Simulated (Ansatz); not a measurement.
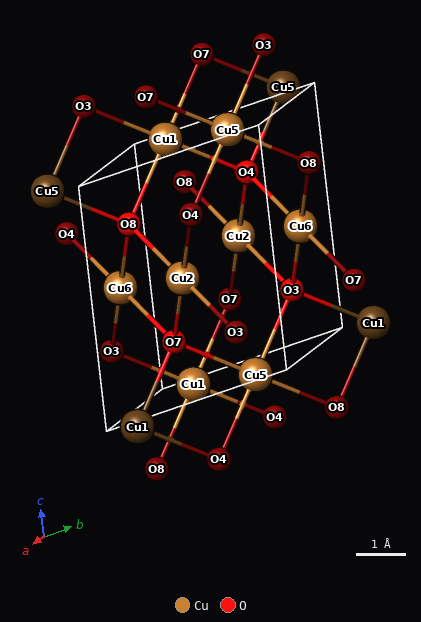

Fig. 1: The input geometry of run 1 (ball-and-stick view of the cell of the calculation, seen slightly off an axis; neighbours outside the cell are drawn fainter; atoms are numbered from 1 in the order of the input). Near neighbours in the crystal (not all of them lie inside the picture): Cu has 4 O at 1.97 Å; O has 4 Cu at 1.97 Å.

## CuO: a changed input and its effect

System: CuO (8 atoms in the cell).
Method of run 1: DFT PBE+U, scalar-relativistic, plane waves, PAW, Ueff = 4 eV on Cu d, spin-polarised (Ansatz 0.2.0).

The structure derives from an entry of the Crystallography Open Database. Text and figures count atoms from 1; the logs count them from 0 in places.

## Input, run 1
```yaml
crystal:
  lattice:
    - [4.174418405, 0.0, 0.3305692971]
    - [0.0, 4.1521210669, 0.0]
    - [1.6747185423, 2.0760605335, 5.3668803988]
  atoms:
    - { symbol: Cu, position: [0.25, 0.25, 0.0], spin: 1.0 }
    - { symbol: Cu, position: [0.0, -0.5, 0.5], spin: 1.0 }
    - { symbol: O, position: [0.375, -0.125035267, 0.25] }
    - { symbol: O, position: [0.125, -0.374964733, 0.75] }
    - { symbol: Cu, position: [0.75, 0.75, 0.0], spin: -1.0 }
    - { symbol: Cu, position: [0.5, 0.0, 0.5], spin: -1.0 }
    - { symbol: O, position: [0.875, 0.374964733, 0.25] }
    - { symbol: O, position: [0.625, 0.125035267, 0.75] }
basis:
  ecutwfc: 420
  ecutrho_ratio: 4
kpoints:
  mp_grid: { grid: [6, 6, 6] }
hamiltonian:
  xc: pbe
  hubbard: { sites: [{ species: Cu, l: d, u_eff: 4.0 }] }
scf:
  occupations: { method: gaussian, width: 0.05 }
  lower_state_search: "off"
output:
  forces: true
  stress: true
  eigenvalues: true
  populations: true
  hubbard: { sites: [{ species: Cu, l: d }] }
magnetization:
  spin_polarized: true
checkpoint:
  read: start.run
  write: ck
  compress: false
  write_wavefunctions: false
  write_every: 100000
```

Launched with:
```bash
ansatz run input.yaml --threads 8 --pin off --max-ram 22528MiB --backend cpu --events-out ev --progress --plain --runs-dir out
```

Hardware: 8 threads of Arm Neoverse V2, 24 GiB of memory available, shared host.

## Output, shortened to warnings, some set-up lines, iterations and results (run 1)
```
Basis set: ecut = 420 eV, 1717 PW (Γ), exchange–correlation on 60×60×90 points (8 copies of the dense FFT grid, shifted against one another)
Symmetry: 2 space group operations
k-points: 68 of 216 (time reversal used)
Initial density: read from a saved state, or passed on in memory by an earlier SCF of this step, an earlier step, the calling program or the single point that the run made first
[...]
SCF iter   1: F=—  HF=-28761.999290 eV  |F-HF|=—  |Δ(HF+E_count)|=         —  Δρ=1.04e-4 (↑1.04e-4 ↓1.04e-4)  dr2=8.81e-6  dr2_m=6.45e-6  M=0.000 μB ∫|m|=2.914 μB  β_m=0.30  …
SCF iter   2: F=—  HF=-28761.999288 eV  |F-HF|=—  |Δ(HF+E_count)|=   2.68e-6  Δρ=6.23e-5 (↑6.23e-5 ↓6.23e-5)  dr2=1.08e-6  dr2_m=2.85e-6  M=0.000 μB ∫|m|=2.914 μB  β_m=0.47  …
SCF iter   3: F=—  HF=-28761.999289 eV  |F-HF|=—  |Δ(HF+E_count)|=   1.66e-6  Δρ=5.40e-5 (↑5.40e-5 ↓5.40e-5)  dr2=3.05e-6  dr2_m=1.50e-6  M=-0.000 μB ∫|m|=2.913 μB  β_m=0.49  …
SCF iter   4: F=-28761.999289 eV  HF=-28761.999289 eV  |F-HF|=2.46e-9  |Δ(HF+E_count)|=   4.94e-8  Δρ=8.12e-6 (↑8.12e-6 ↓8.11e-6)  dr2=4.41e-8  dr2_m=3.22e-8  M=0.000 μB …
SCF iter   5: F=-28761.999289 eV  HF=-28761.999289 eV  |F-HF|=3.31e-9  |Δ(HF+E_count)|=   3.58e-9  Δρ=3.35e-6 (↑3.34e-6 ↓3.35e-6)  dr2=1.09e-8  dr2_m=2.69e-9  M=-0.000 μB …
SCF 1 converged in 5 iterations: F = -28761.999289 eV  dr2 = 1.09e-8
SCF converged after 5 iterations
Magnetization: -0.0000 μB (50.0000 up, 50.0000 down)
Absolute magnetization: 2.8947 μB (∫|ρ↑−ρ↓|, with the PAW one-centre terms)
Spin contamination: 1.5948 ħ² per cell (⟨S²⟩ above its minimum at these occupations)
Per-site moments (μB) at R_I (Å): [(0.5410671048275971, 0.8120193672361311), (0.5410671048275971, 0.812019367236131), (3.965748622554638e-8, 0.8120193672361311), (5.383163738587193e-6, 0.8120193672361312), (-0.5410672040310738, 0.8120193672361312), (-0.5410672040310733, 0.8120193672361312), …
Free energy (F): -28761.999289 eV
Harris-Foulkes:  -28761.999289 eV  (|F-HF|=3.31e-9)
Internal energy: -28761.999289 eV  (E = F + TS)
E sigma→0 (E₀):  -28761.999289 eV
Fermi energy:    10.119432 eV
--- Per-component energies (eV) ---
  E_band       = -1956.916991
  E_kinetic    = 1881.250145
  E_local      = -20467.391908  (includes V_loc(G=0)·N_el)
  E_nonlocal   = 1751.858158
  E_hartree    = 8854.256885
  E_xc         = -645.709499
  E_vxc        = -828.618483  (∫ρ·V_xc dr)
  E_hubbard    = 2.740147  (on-site DFT+U / exact-exchange correction)
  E_vhub       = -69.647913  (the Hubbard potential's part of the band-sum identity)
  E_paw        = -7275.300004  (= ΣΔE_a)
  E_vpaw       = -1932.887751  (= ΣTr[D̂ρ^β])
  E_aug_tail   = 0.011157  (compensation charges beyond the density's cutoff)
  E_ewald      = -12863.714368
  E_smearing   = -0.000000  (= −TS)
  E_closure    = -0.000000  (closes the sum)
  Σ components = -28761.999289   (vs F -28761.999289, Δ=0.00e0)
--- Forces (eV/Å), atoms counted from 1 ---
  atom   1  Cu     0.00001174     0.00009639    -0.00082518
  atom   2  Cu    -0.00001174     0.00009639     0.00082518
  atom   3  O      0.00000031     0.00001030     0.00000001
  atom   4  O     -0.00000000    -0.00020272     0.00000000
  atom   5  Cu     0.00001181     0.00009632    -0.00082517
  atom   6  Cu    -0.00001181     0.00009632     0.00082517
  atom   7  O     -0.00000031     0.00001030    -0.00000001
  atom   8  O     -0.00000000    -0.00020333     0.00000000
  max |Σ_I F_I| component: 1.43e-8 eV/Å
--- Stress (GPa, compression-positive) ---
        0.050848       0.000000       0.069011
        0.000000       0.128571      -0.000000
        0.069011      -0.000000      -0.806559
  P = ⅓ Tr σ = -0.2090 GPa (-2.090 kbar)
Occupation matrices written to [file]
--- Löwdin populations: 8 sites ---
  site symbol       q [e]    m [muB]
     0     Cu     17.9793     0.4845
     1     Cu     17.9793     0.4845
     2      O      6.9103     0.0000
     3      O      6.9106     0.0000
     4     Cu     17.9793    -0.4845
     5     Cu     17.9793    -0.4845
[...]
```

The input of run 2 differs as follows (lines with − go, lines with + come):
```diff
-    - { symbol: Cu, position: [0.75, 0.75, 0.0], spin: -1.0 }
-    - { symbol: Cu, position: [0.5, 0.0, 0.5], spin: -1.0 }
+    - { symbol: Cu, position: [0.75, 0.75, 0.0], spin: 1.0 }
+    - { symbol: Cu, position: [0.5, 0.0, 0.5], spin: 1.0 }
```

Predict how the results change.

With the same functional and potentials, run 2 lies 27.1 meV per atom higher. The gap of 0.40 eV on the mesh closes. The net moment of the cell goes from 0.00 to 3.73 μB. The pressure goes from −0.21 to −0.02 GPa. On the same kind of shared host run 2 took about 0.67 times as long.

## Output, shortened to warnings, some set-up lines, iterations and results (run 2)
```
Basis set: ecut = 420 eV, 1717 PW (Γ), exchange–correlation on 60×60×90 points (8 copies of the dense FFT grid, shifted against one another)
Symmetry: 8 space group operations
k-points: 68 of 216
Initial density: read from a saved state, or passed on in memory by an earlier SCF of this step, an earlier step, the calling program or the single point that the run made first
[...]
SCF iter   1: F=—  HF=-28761.781630 eV  |F-HF|=—  |Δ(HF+E_count)|=         —  Δρ=2.24e-3 (↑1.86e-3 ↓2.24e-3)  dr2=2.26e-3  dr2_m=2.77e-3  M=3.691 μB ∫|m|=3.837 μB  β_m=0.30  …
SCF iter   2: F=—  HF=-28761.781947 eV  |F-HF|=—  |Δ(HF+E_count)|=   3.17e-4  Δρ=1.43e-3 (↑1.43e-3 ↓1.42e-3)  dr2=5.11e-4  dr2_m=1.49e-3  M=3.695 μB ∫|m|=3.842 μB  β_m=0.58  …
SCF iter   3: F=—  HF=-28761.782993 eV  |F-HF|=—  |Δ(HF+E_count)|=   1.05e-3  Δρ=1.71e-3 (↑6.68e-4 ↓1.71e-3)  dr2=2.13e-3  dr2_m=7.04e-4  M=3.720 μB ∫|m|=3.872 μB  β_m=0.53  …
SCF iter   4: F=—  HF=-28761.782800 eV  |F-HF|=—  |Δ(HF+E_count)|=   1.93e-4  Δρ=1.64e-4 (↑1.05e-4 ↓1.64e-4)  dr2=3.67e-5  dr2_m=5.86e-6  M=3.729 μB ∫|m|=3.883 μB  β_m=0.64  …
SCF iter   5: F=—  HF=-28761.782794 eV  |F-HF|=—  |Δ(HF+E_count)|=   6.65e-6  Δρ=6.19e-5 (↑6.19e-5 ↓4.87e-5)  dr2=7.00e-6  dr2_m=5.34e-7  M=3.731 μB ∫|m|=3.886 μB  β_m=0.78  …
SCF iter   6: F=—  HF=-28761.782798 eV  |F-HF|=—  |Δ(HF+E_count)|=   4.33e-6  Δρ=7.69e-5 (↑2.73e-5 ↓7.69e-5)  dr2=5.09e-6  dr2_m=6.70e-7  M=3.729 μB ∫|m|=3.884 μB  β_m=0.89  …
SCF iter   7: F=—  HF=-28761.782798 eV  |F-HF|=—  |Δ(HF+E_count)|=   3.55e-8  Δρ=1.03e-5 (↑1.03e-5 ↓8.03e-6)  dr2=1.78e-7  dr2_m=4.40e-8  M=3.728 μB ∫|m|=3.883 μB  β_m=0.95  …
SCF iter   8: F=-28761.782798 eV  HF=-28761.782798 eV  |F-HF|=6.55e-9  |Δ(HF+E_count)|=   2.65e-8  Δρ=2.48e-6 (↑2.14e-6 ↓2.48e-6)  dr2=2.40e-8  dr2_m=4.63e-10  M=3.729 μB …
SCF 1 converged in 8 iterations: F = -28761.782798 eV  dr2 = 2.40e-8
SCF converged after 8 iterations
Magnetization: 3.7285 μB (51.8643 up, 48.1357 down)
Absolute magnetization: 3.8420 μB (∫|ρ↑−ρ↓|, with the PAW one-centre terms)
Spin contamination: 0.0143 ħ² per cell (⟨S²⟩ above its minimum at these occupations)
Per-site moments (μB) at R_I (Å): [(0.579374224390969, 0.8120193672361311), (0.5793742243909689, 0.812019367236131), (0.3282414490019544, 0.8120193672361311), (0.32824144900195457, 0.8120193672361312), (0.5793742243909691, 0.8120193672361312), (0.5793742243909688, 0.8120193672361312), …
Free energy (F): -28761.782798 eV
Harris-Foulkes:  -28761.782798 eV  (|F-HF|=6.55e-9)
Internal energy: -28761.780447 eV  (E = F + TS)
E sigma→0 (E₀):  -28761.781623 eV
Entropy (-TS):   -0.002351 eV (-0.294 meV/atom)
Fermi energy:    10.024362 eV
--- Per-component energies (eV) ---
  E_band       = -1958.854831
  E_kinetic    = 1881.254219
  E_local      = -20463.919416  (includes V_loc(G=0)·N_el)
  E_nonlocal   = 1751.006288
  E_hartree    = 8851.058428
  E_xc         = -645.608202
  E_vxc        = -828.496557  (∫ρ·V_xc dr)
  E_hubbard    = 2.704042  (on-site DFT+U / exact-exchange correction)
  E_vhub       = -69.657873  (the Hubbard potential's part of the band-sum identity)
  E_paw        = -7274.572640  (= ΣΔE_a)
  E_vpaw       = -1931.166716  (= ΣTr[D̂ρ^β])
  E_aug_tail   = 0.011203  (compensation charges beyond the density's cutoff)
  E_ewald      = -12863.714368
  E_smearing   = -0.002351  (= −TS)
  E_closure    = -0.000000  (closes the sum)
  Σ components = -28761.782798   (vs F -28761.782798, Δ=0.00e0)
--- Forces (eV/Å), atoms counted from 1 ---
  atom   1  Cu     0.00000000     0.00000000     0.00000000
  atom   2  Cu    -0.00000000     0.00000000    -0.00000000
  atom   3  O      0.00000000     0.00009432    -0.00000000
  atom   4  O     -0.00000000    -0.00009432     0.00000000
  atom   5  Cu     0.00000000     0.00000000     0.00000000
  atom   6  Cu    -0.00000000     0.00000000    -0.00000000
  atom   7  O      0.00000000     0.00009432    -0.00000000
  atom   8  O     -0.00000000    -0.00009432     0.00000000
  max |Σ_I F_I| component: 6.94e-18 eV/Å
--- Stress (GPa, compression-positive) ---
       -0.047400       0.000000       0.000458
        0.000000       0.028908      -0.000000
        0.000458      -0.000000      -0.042612
  P = ⅓ Tr σ = -0.0204 GPa (-0.204 kbar)
Occupation matrices written to [file]
--- Löwdin populations: 8 sites ---
  site symbol       q [e]    m [muB]
     0     Cu     17.9725     0.5086
     1     Cu     17.9725     0.5086
     2      O      6.9166     0.4183
     3      O      6.9166     0.4183
     4     Cu     17.9725     0.5086
[...]
```

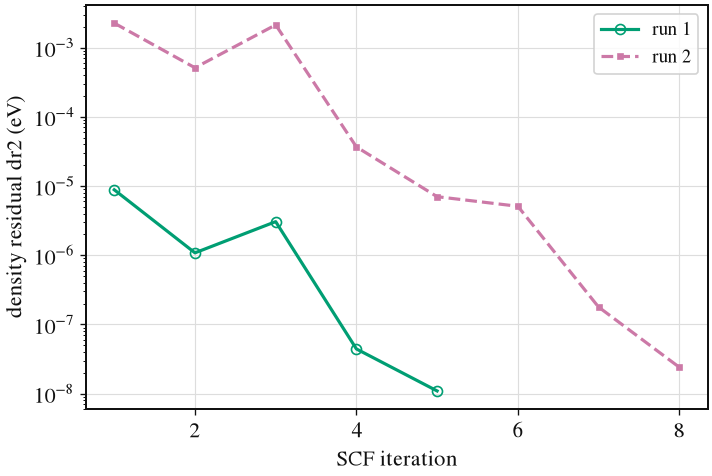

Fig. 2: Convergence of the two runs: density residual dr2 against the SCF iteration. Run 1 takes 5 iterations in all, and run 2 takes 8.

## The two runs side by side

| quantity | run 1 | run 2 |
| --- | --- | --- |
| outcome | converged | converged |
| free energy per atom (eV) | −3595.2499 | −3595.2228 |
| gap on the mesh (eV) | 0.40 | 0.00 |
| net moment of the cell (μB) | 0.00 | 3.73 |
| absolute moment of the cell (μB) | 2.89 | 3.84 |
| pressure (GPa) | −0.21 | −0.02 |
| largest force (eV/Å) | 0.001 | 0.000 |
| irreducible k-points | 68 | 68 |
| plane waves at Γ | 1717 | 1717 |
| wall time (shared host) | 10 s | 7 s |

For run 1: Warnings: the state was not tested for a lower one.
